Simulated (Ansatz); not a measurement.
# Transmission past a defect: W wire along [111], 4 atoms a period, Mg in place of one W, part 3 of 4

Aim: how much does this defect scatter, and at which energies?

Ansatz 0.2.0; DFT PBE, plane waves, PAW; relaxation of a wire's period (the session's first sound run).

So far. Step 2 (Relaxing the period): The cell's length comes to 2.683 Å with spin left out. Step 3 (Bands of the perfect wire): At the computed energy nearest the Fermi level there are 5 channels a spin, and the thermal average gives 5.00 G₀.

### Step 4. Relaxation of the scattering region (continued)

Level of this step: DFT PBE, plane waves, PAW; relaxation of a junction in a wire, ends held (Ansatz).

Relaxation path:

| step | energy less that of the first step (eV) | largest force component (eV/Å) |
| --- | --- | --- |
| 1 | 0.0000 | 3.5956 |
| 2 | -0.8454 | 1.1301 |
| 3 | -1.0103 | 0.2863 |
| 4 | -1.0515 | 0.2352 |
| 5 | -1.0646 | 0.0669 |
| 6 | -1.0661 | 0.0461 |

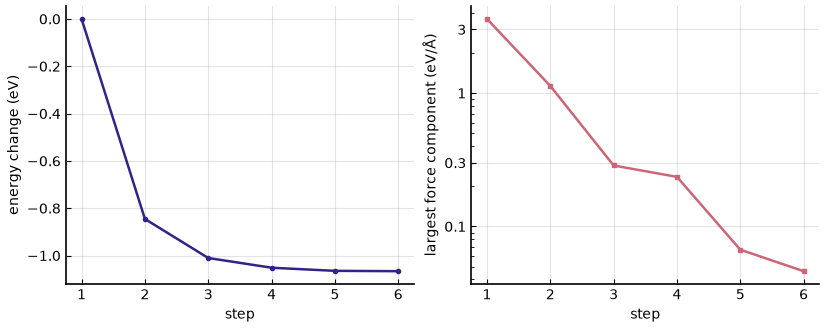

Energy and largest force along the relaxation.

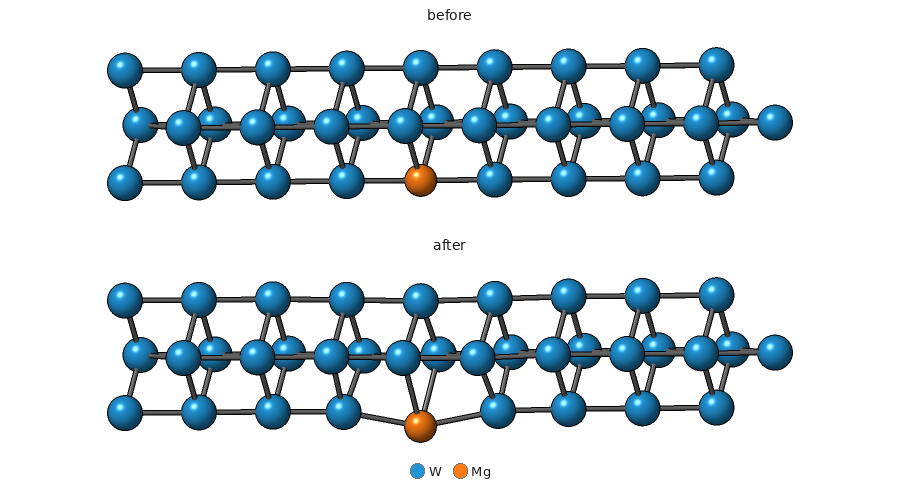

The structure before and after the relaxation, drawn at the same scale.

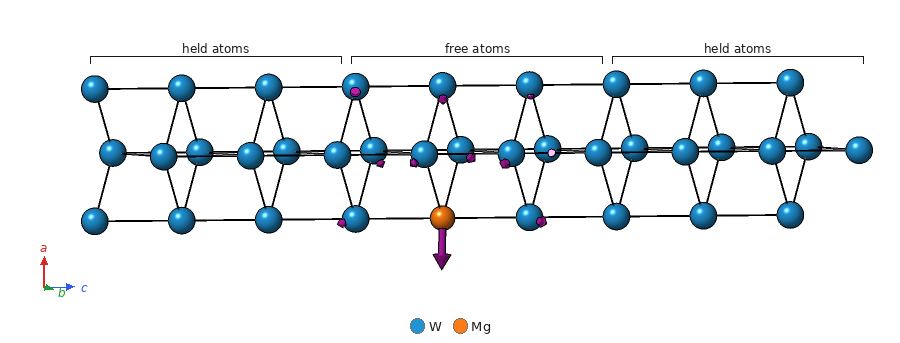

Displacements in the relaxation, exaggerated; the longest in the cell stands for 0.58 Å.

The atoms that moved most (Å):

```
atom      dx      dy      dz  length
Mg17  -0.574  -0.066   0.003   0.578
 W21  -0.048  -0.058   0.131   0.152
 W19  -0.100  -0.083  -0.045   0.138
 W18  -0.077  -0.040   0.102   0.134
 W20  -0.121  -0.048   0.011   0.130
 W16  -0.051  -0.114   0.018   0.126
 W13  -0.032   0.008  -0.116   0.121
 W15  -0.072  -0.045  -0.076   0.114
```

This step gave:

| Property | Result |
| --- | --- |
| energy at zero smearing | -365303.8897 eV |

The largest force component on a free atom ends at 0.046 eV/Å, under the limit of 0.06. Mg ends nearest to W at 2.85 Å, W at 2.86 Å, W at 2.91 Å, W at 2.93 Å, W at 3.30 Å and W at 3.32 Å.

### Step 5. Transmission

This step: DFT PBE, plane waves, PAW; transmission of a junction in a wire (Ansatz 0.2.0).

The cell is now read as a scatterer between two semi-infinite leads, named by two sites one period apart. The scattering states in its self-consistent potential are matched to the leads' states at each energy. One point across is taken, as for a wire in vacuum.

input.yaml reads:

```yaml
crystal:
  lattice:
    - [11.283, 0.0, 0.0]
    - [0.0, 9.388, 0.0]
    - [0.0, 0.0, 24.1493728099]
  atoms:
    - { symbol: W, position: [0.321836204, 0.500015667, -1.0e-10] }
    - { symbol: W, position: [0.500002526, 0.37029517, 0.0324724294] }
    - { symbol: W, position: [0.500002526, 0.629736164, 0.0786386819] }
    - { symbol: W, position: [0.678168848, 0.500015667, -1.0e-10] }
    - { symbol: W, position: [0.321836204, 0.500015667, 0.1111111109] }
    - { symbol: W, position: [0.500002526, 0.37029517, 0.1435835409] }
    - { symbol: W, position: [0.500002526, 0.629736164, 0.1897497929] }
    - { symbol: W, position: [0.678168848, 0.500015667, 0.1111111109] }
    - { symbol: W, position: [0.321836204, 0.500015667, 0.2222222219] }
    - { symbol: W, position: [0.500002526, 0.37029517, 0.2546946519] }
    - { symbol: W, position: [0.500002526, 0.629736164, 0.3008609039] }
    - { symbol: W, position: [0.678168848, 0.500015667, 0.2222222219] }
    - { symbol: W, position: [0.3189856175, 0.5008616081, 0.3285345885] }
    - { symbol: W, position: [0.4911055231, 0.3708011445, 0.3679665057] }
    - { symbol: W, position: [0.4936155907, 0.6249443552, 0.408823264] }
    - { symbol: W, position: [0.6736919125, 0.4879133617, 0.3340919917] }
    - { symbol: Mg, position: [0.2709367686, 0.4929347614, 0.4445520288] }
    - { symbol: W, position: [0.4931834831, 0.366030533, 0.4811372442] }
    - { symbol: W, position: [0.4911350178, 0.6208542139, 0.5212237606] }
    - { symbol: W, position: [0.6674774461, 0.4948701141, 0.4449177475] }
    - { symbol: W, position: [0.3175593979, 0.4938165401, 0.5609945701] }
    - { symbol: W, position: [0.4975105079, 0.3633789965, 0.5895465903] }
    - { symbol: W, position: [0.5000993858, 0.6283263008, 0.6339315965] }
    - { symbol: W, position: [0.6730404136, 0.5031920079, 0.5555663272] }
    - { symbol: W, position: [0.321836204, 0.500015667, 0.6666666669] }
    - { symbol: W, position: [0.500002526, 0.37029517, 0.6991390959] }
    - { symbol: W, position: [0.500002526, 0.629736164, 0.7453053479] }
    - { symbol: W, position: [0.678168848, 0.500015667, 0.6666666669] }
    - { symbol: W, position: [0.321836204, 0.500015667, 0.7777777779] }
    - { symbol: W, position: [0.500002526, 0.37029517, 0.8102502069] }
    - { symbol: W, position: [0.500002526, 0.629736164, 0.8564164594] }
    - { symbol: W, position: [0.678168848, 0.500015667, 0.7777777779] }
    - { symbol: W, position: [0.321836204, 0.500015667, 0.8888888889] }
    - { symbol: W, position: [0.500002526, 0.37029517, 0.9213613179] }
    - { symbol: W, position: [0.500002526, 0.629736164, 0.9675275709] }
    - { symbol: W, position: [0.678168848, 0.500015667, 0.8888888889] }
kpoints:
  mp_grid: { grid: [1, 1, 4] }
scf:
  occupations: { method: fermi_dirac, width: 0.05 }
hamiltonian:
  xc: pbe
output:
  transmission:
    e_range: [-1.26, 1.26]
    de: 0.035
    kmesh: [1, 1]
    reduced_basis: true
    leads: [[32, 0]]
  dos: { projected: true, e_range: [-4, 3] }
  write_potential: true
  write_density: true
  volumetric_format: npy
  elf: true
basis:
  ecutwfc: "350 eV"
```

On the command line:

```console
$ ansatz run input.yaml --threads 4 --pin off --max-ram 16384MiB --backend cpu --events-out ev --progress --plain --runs-dir out
```

Numbers of over 12 decimals in the logs are rounded to 6 here.

Output:

```text
[...]
Crystal: 36 atoms, lattice volume = 2558.018 Å³
Basis set: ecut = 350 eV, 38055 PW (Γ)
Bands: 300, of which v1, the nominal top of the filled ones, is band 250 counted from 1 (249 counted from 0)
Symmetry: 1 space group operations
[...]
k-points: 3 of 4 (time reversal used)
[...]
SCF iter   1: F=—  HF=-365304.074330 eV  |F-HF|=—  |Δ(HF+E_count)|=         —  Δρ=6.07e-3  dr2=1.62e0  ethr=1.77e-3  ⟨swp⟩=8.7  Hψ=4193  notcnv=0  defer=12
[...]
SCF iter  11: F=-365304.055170 eV  HF=-365304.055170 eV  |F-HF|=4.37e-8  |Δ(HF+E_count)|=   1.36e-7  Δρ=1.27e-6  dr2=9.29e-8  ethr=2.00e-11  ⟨swp⟩=20.0  Hψ=3012  notcnv=0
SCF 1 converged in 11 iterations: F = -365304.055170 eV  dr2 = 9.29e-8
[...]
transmission: 29 of 174 steps passed
transmission: 58 of 174 steps passed
[...]
transmission: 174 of 174 steps passed
WARN: The output density's exchange-correlation potential varies sharply where the density is thin. Do not read a vacuum level from v_tot or v_xc, or from such a field of the output density. On a cell that repeats whose density bears no net charge and no dipole along the vacuum's axis use v_es (v_loc + v_h of the components); under efield.dipole_correction with no amplitude use v_es + v_field, which holds any externa [...]
SCF converged after 11 iterations
Free energy (F): -365304.055170 eV
[...]
Internal energy: -365303.722283 eV  (E = F + TS)
E sigma→0 (E₀):  -365303.888727 eV
Entropy (-TS):   -0.332888 eV (-9.247 meV/atom)
Fermi energy:    1.784009 eV
[...]
--- Band table (eV) ---
  k-point 0: bands = [... 246 lower, 1.6166, 1.6588, 1.7502, 1.8080, 1.8346, 1.9259, 1.9304, 1.9909, ... 46 higher]
  k-point 1: bands = [... 246 lower, 1.6062, 1.6500, 1.7335, 1.7431, 1.7878, 1.8503, 1.9004, 1.9840, ... 46 higher]
  k-point 2: bands = [... 246 lower, 1.5990, 1.6238, 1.7183, 1.7447, 1.7685, 1.8069, 1.9291, 1.9479, ... 46 higher]
--- Transmission ---
  basis      : 787 plane waves across, 29 finite elements along
  points     : 1, standing for a mesh of 1 x 1
[...]
crystal 0  : W4, at the sites [32, 0], period 2.6833 Å, over 16.10 Å; its Hamiltonian steps by up to 19.4 meV
[...]
filled         : 9.9 meV under the level at which it is neutral
    channels       : 5.000000e0 a spin
[...]
junction   : crystal 0 to crystal 0, 0.25 to 21.72 Å
    transmission   : 3.029266e0 a spin
    error estimate : 9.683250e-4 a spin from the reduction of the transverse basis, at the most 4.730315e-3 at 1.015000 eV
    conductance    : 2.2016e14 S/m² at 300 K (2.1866e14 on every other energy)
    error estimate : 0.7 % from the energy spacing and 0.0 % from band edges of the leads and from resonances (wavevectors taken as independent; lower de), 0.1 % from the reduction of the transverse basis, 7.1 % from the steps of its leads' Hamiltonians or their offsets (lay more layers), 1.7 % from the distance to neutral
    resistance     : 1.8039e-3 Ω µm² beyond half of each lead's own
```

Run time: 7.9 min. Hardware: 4 threads of Arm Neoverse V2, shared host; peak memory 5.9 GiB.

Numbers from this step:

```yaml
energy_at_zero_smearing: -365303.8887 eV
transmission_at_the_energy_nearest_the_fermi_level_one_spin: 3.029
step_of_the_lead_s_hamiltonian: 19.4 meV
conductance_of_the_junction: 3.010 G₀
```

The transmission, one spin by energy, zero at the Fermi level:

```
energy (eV)  transmission, one spin
     -1.190                    2.35
     -1.085                    2.25
     -1.015                    1.89
     -0.910                    4.17
     -0.805                    4.41
     -0.700                    4.25
     -0.595                    3.85
     -0.490                    2.91
     -0.385                    2.33
     -0.315                    1.85
     -0.245                    2.54
     -0.210                    2.13
     -0.105                    2.54
      0.000                    3.03
      0.070                    3.40
      0.105                    3.38
      0.210                    2.07
      0.315                    2.30
      0.385                    2.39
      0.490                    3.27
      0.595                    3.46
      0.700                    3.80
      0.805                    4.60
      0.840                    4.63
      0.910                    4.53
      1.015                    3.32
      1.085                    1.69
      1.190                    1.11
```

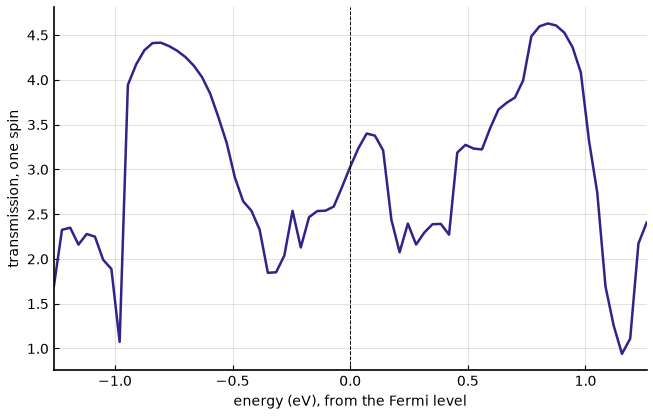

Transmission, one spin against energy.

Table of open channels of the lead, one spin by energy, zero at the Fermi level:

```csv
energy (eV),"open channels of the lead, one spin"
-1.2600,3
-1.0150,2
-0.7350,6
-0.4900,6
-0.2450,5
0.0000,5
0.2450,4
0.4900,6
0.7350,6
1.0150,5
1.2600,5
```

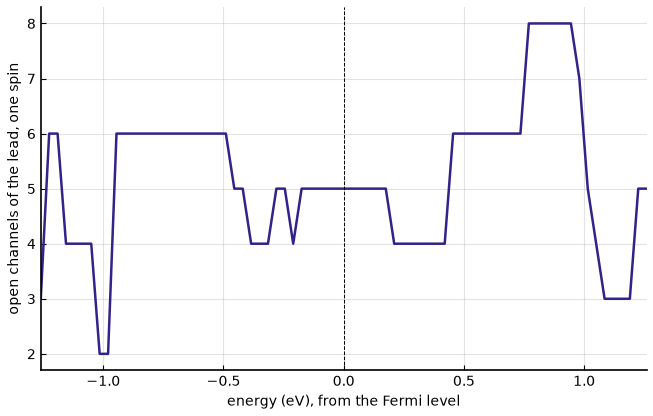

Open channels of the lead, one spin, plotted against energy.

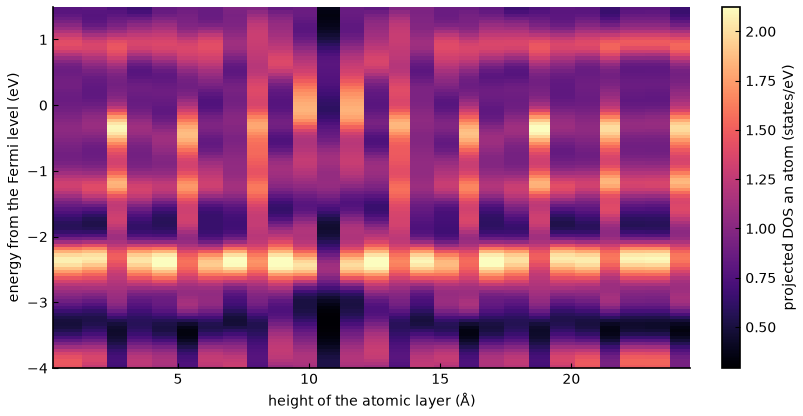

Projected DOS an atom over height of the atomic layer and energy from the Fermi level.  broadened by a Gaussian of 0.15 eV, since few k-points sample the long cell.

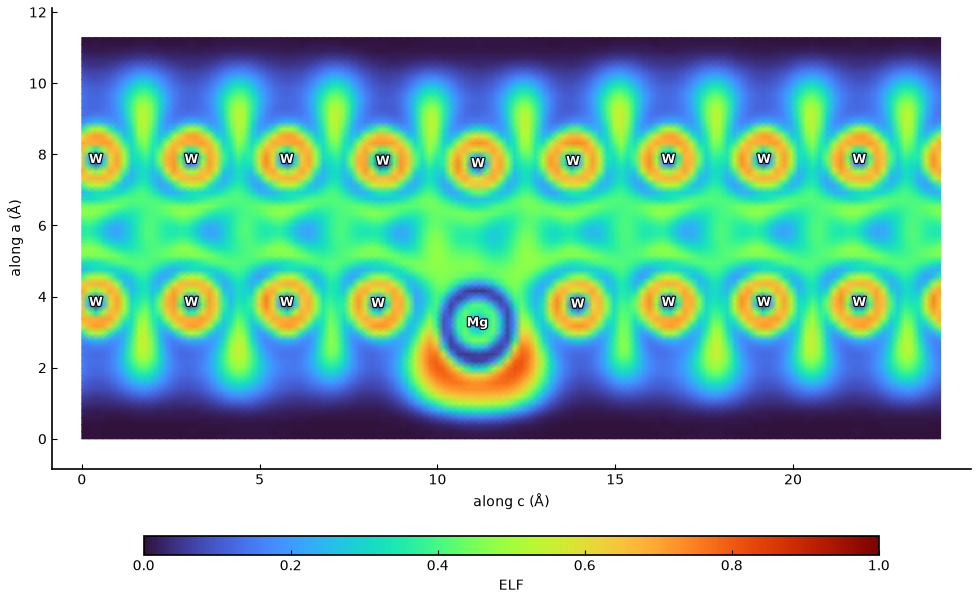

ELF in the ca plane at fractional y = 0.488, with atoms of W and Mg within 0.2 Å of it. It is the smooth field of the valence electrons, not physical close to the nuclei.

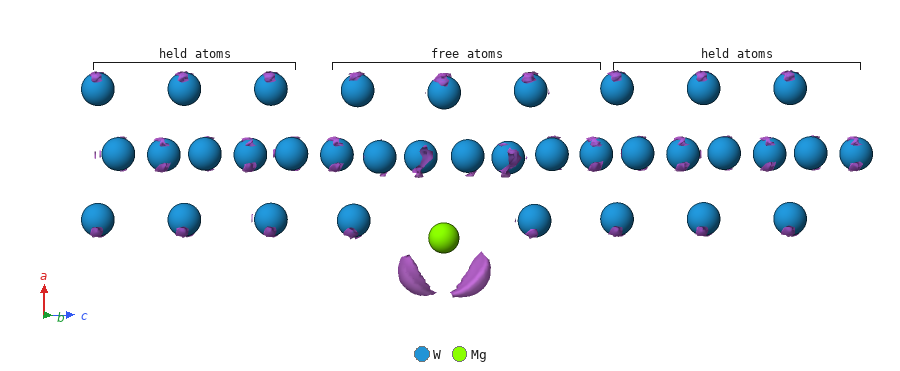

Surface of ELF = 0.74.

(Continued in part 4 of 4.)

[Logs are printed without paths, hosts, clocks, repeated set-up lines and the standing remarks that a program may print on its own settings, such as how far it seeks lower states.]

[Hosts, paths, dates, database ids (printed as entryN), source tags and the programs' standing remarks are cut or masked in the printed files.]
